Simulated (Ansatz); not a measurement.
# Energy of Pb along a strain of the cell

System: Pb (P6₃/mmc, 2 atoms in the cell).
Method: DFT PBEsol, scalar-relativistic, plane waves, PAW, no spin polarisation (Ansatz 0.2.0).

The 5 runs differ only in the geometry, by a strain of the cell at fixed fractional positions. Against run 3, the strain is εzz = η. The structure derives from an entry of the Crystallography Open Database.

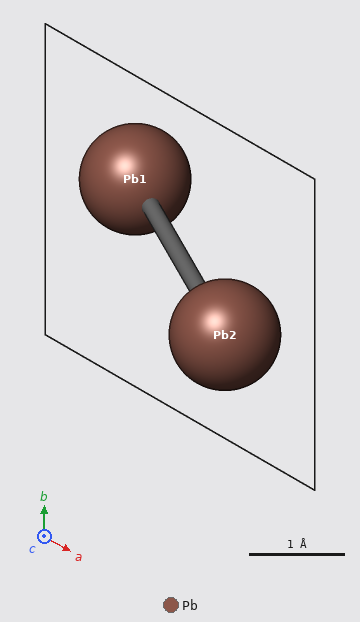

Figure 1. The structure of run 3 (ball-and-stick view of the cell of the calculation, along the c axis; atoms are numbered from 1 in the order of the input).

### Input of run 3
```yaml
crystal:
  lattice:
    - [3.306000656, 0.0, 0.0]
    - [-1.653000328, 2.8630805531, 0.0]
    - [0.0, 0.0, 5.59]
  atoms:
    - { symbol: Pb, position: [0.3333333333, 0.6666666667, 0.25] }
    - { symbol: Pb, position: [0.6666666667, 0.3333333333, 0.75] }
basis:
  ecutwfc: 420
kpoints:
  mp_grid: { grid: [15, 15, 10] }
hamiltonian:
  xc: pbesol
scf:
  occupations: { method: gaussian, width: 0.15 }
output:
  forces: true
  stress: true
  eigenvalues: true
```

Command:
```bash
ansatz run input.yaml --threads 1 --pin off --max-ram 1228MiB --backend cpu --events-out ev --progress --plain --runs-dir out
```

Lattice vectors (Å) and fractional positions of run 3:
```
   3.306001    0.000000    0.000000
  -1.653000    2.863081    0.000000
   0.000000    0.000000    5.590000
Pb  0.333333  0.666667  0.250000
Pb  0.666667  0.333333  0.750000
```

Run 2 differs from it as follows:
```diff
-    - [0.0, 0.0, 5.59]
+    - [0.0, 0.0, 5.45025]
```

### Results, with one run withheld

| run | strain parameter η (%) | free energy per atom, from the lowest run given (meV) | pressure (GPa) |
| --- | --- | --- | --- |
| 1 | −5.0000 | 115.53 | 12.57 |
| 2 | −2.5000 | ? | ? |
| 3 | 0.0000 | 27.97 | 7.78 |
| 4 | 2.5000 | 8.23 | 5.96 |
| 5 | 5.0000 | 0.00 | 4.46 |

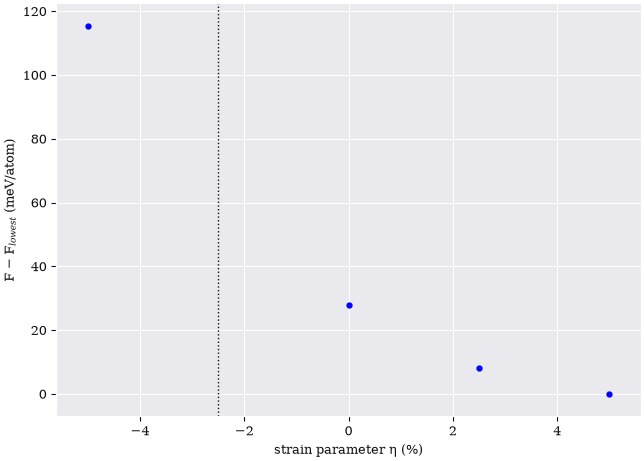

Figure 2. Free energy per atom of the runs given; the dotted line marks run 2.

What should run 2 give?

A quadratic polynomial in the coordinate, fitted to the 4 runs given, misses them by at most 0.99 meV per atom. With x = η − 0.6250, it reads F = 21.975 − 10.045 x + 1.1672 x² (meV per atom). At run 2 it gives 64.76 meV per atom, and the run itself gives 63.10. The fit has its minimum at η = 4.9280 %. So low a polynomial doesn't follow these energies more closely.

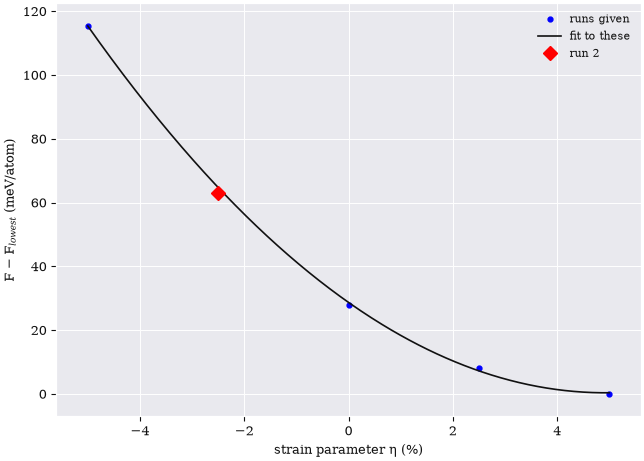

Figure 3. The fit and the withheld run.

### Output, shortened to warnings, some set-up lines, iterations and results (run 2)
```
Basis set: ecut = 420 eV, 1003 PW (Γ), exchange–correlation on 48×48×80 points (8 copies of the dense FFT grid, shifted against one another)
Symmetry: 24 space group operations
k-points: 162 of 2250
Initial density: superposition of atomic densities (neutral atoms: chi_scale 0, normalization atom), corrected by the library's trained network
[...]
SCF iter   1: F=—  HF=-23509.657664 eV  |F-HF|=—  |Δ(HF+E_count)|=         —  Δρ=2.80e-3  dr2=3.37e-3  ethr=1.77e-3  ⟨swp⟩=5.8  Hψ=14005  notcnv=0
SCF iter   2: F=—  HF=-23509.654652 eV  |F-HF|=—  |Δ(HF+E_count)|=   3.01e-3  Δρ=1.70e-3  dr2=1.32e-3  ethr=1.20e-5  ⟨swp⟩=2.9  Hψ=6472  notcnv=0
SCF iter   3: F=—  HF=-23509.654160 eV  |F-HF|=—  |Δ(HF+E_count)|=   4.92e-4  Δρ=5.47e-4  dr2=9.44e-5  ethr=4.71e-6  ⟨swp⟩=2.0  Hψ=5113  notcnv=0
SCF iter   4: F=—  HF=-23509.654167 eV  |F-HF|=—  |Δ(HF+E_count)|=   7.03e-6  Δρ=3.32e-4  dr2=4.62e-5  ethr=3.37e-7  ⟨swp⟩=2.0  Hψ=5131  notcnv=0
SCF iter   5: F=—  HF=-23509.654150 eV  |F-HF|=—  |Δ(HF+E_count)|=   1.74e-5  Δρ=1.60e-4  dr2=1.05e-5  ethr=1.65e-7  ⟨swp⟩=2.0  Hψ=5000  notcnv=0
SCF iter   6: F=—  HF=-23509.654145 eV  |F-HF|=—  |Δ(HF+E_count)|=   4.19e-6  Δρ=4.09e-5  dr2=6.79e-7  ethr=3.77e-8  ⟨swp⟩=2.3  Hψ=4664  notcnv=0
SCF iter   7: F=-23509.654145 eV  HF=-23509.654145 eV  |F-HF|=9.19e-9  |Δ(HF+E_count)|=   2.95e-7  Δρ=5.59e-6  dr2=1.16e-8  ethr=3.57e-10  ⟨swp⟩=5.5  Hψ=14786  notcnv=0
SCF 1 converged in 7 iterations: F = -23509.654145 eV  dr2 = 1.16e-8
SCF converged after 7 iterations
Free energy (F): -23509.654145 eV
Harris-Foulkes:  -23509.654145 eV  (|F-HF|=9.19e-9)
Internal energy: -23509.643778 eV  (E = F + TS)
E sigma→0 (E₀):  -23509.648962 eV
Entropy (-TS):   -0.010367 eV (-5.184 meV/atom)
Fermi energy:    13.352928 eV
--- Per-component energies (eV) ---
  E_band       = -9.578663
  E_kinetic    = 584.035487
  E_local      = -1815.538391  (includes V_loc(G=0)·N_el)
  E_nonlocal   = 703.548608
  E_hartree    = 729.724215
  E_xc         = -440.741519
  E_vxc        = -269.112689  (∫ρ·V_xc dr)
  E_paw        = -20512.004603  (= ΣΔE_a)
  E_vpaw       = -671.964906  (= ΣTr[D̂ρ^β])
  E_aug_tail   = 0.000101  (compensation charges beyond the density's cutoff)
  E_ewald      = -2758.791909
  E_core_change = 0.124233  (= ΣΔE_core)
  E_smearing   = -0.010367  (= −TS)
  E_closure    = 0.000000  (closes the sum)
  Σ components = -23509.654145   (vs F -23509.654145, Δ=0.00e0)
--- Forces (eV/Å), atoms counted from 1 ---
  atom   1  Pb    -0.00000000    -0.00000000     0.00000000
  atom   2  Pb     0.00000000     0.00000000     0.00000000
  max |Σ_I F_I| component: 1.85e-17 eV/Å
--- Stress (GPa, compression-positive) ---
        9.690687       0.000000       0.000000
        0.000000       9.690687       0.000000
        0.000000       0.000000      10.605611
  P = ⅓ Tr σ = 9.9957 GPa (99.957 kbar)
```

Notes: Spin–orbit coupling is left out, which matters for Pb.
